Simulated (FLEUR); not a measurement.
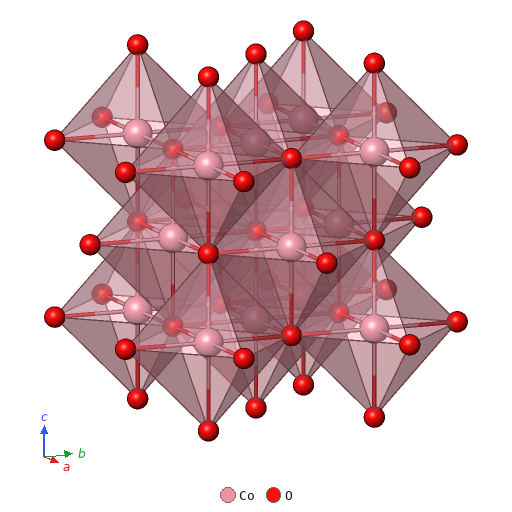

System: CoO, space group Fm-3m (No. 225). The picture shows the conventional cell.

The given structure:
```
Co O
1.0
     0.00000    2.13150    2.13150
     2.13150    0.00000    2.13150
     2.13150    2.13150    0.00000
Co O
1 1
Direct
  0.00000 0.00000 0.00000
  0.50000 0.50000 0.50000
```

Method: all-electron LAPW DFT, collinear spins; energies at scaled volumes of the given cell, shape and fractions fixed, counted from the fit's minimum, third-order Birch-Murnaghan fit (FLEUR MaX-R8.1 (later development tree)). Level: r2SCAN, collinear spin.

- k mesh: 11×11×11
- occupations: Fermi–Dirac
- smearing width: 0.05 eV
- potentials: all electron
- program settings: basis FLAPW, kmax 4.78 1/bohr

Describe the result: the energy against volume. The volume takes the values 9.10, 9.30, 9.68, 10.07, 10.27 Å³/atom.

A third-order Birch–Murnaghan fit gives V0 = 9.32 Å³/atom, B0 = 213 GPa and B′ = 4.6. The energy is 3.70 meV/atom at volume 9.10 Å³/atom and 52.61 meV/atom at 10.27 Å³/atom; the lowest computed point is at volume 9.30 Å³/atom (0.05 meV/atom), and no other minimum shows among the points.

```tsv
volume (Å³/atom)	energy (meV/atom)
9.10	3.70
9.30	0.05
9.68	8.57
10.07	34.35
10.27	52.61
```

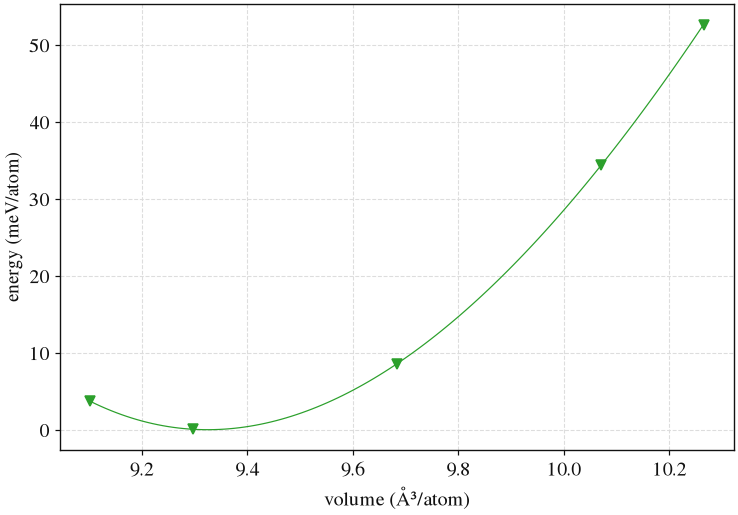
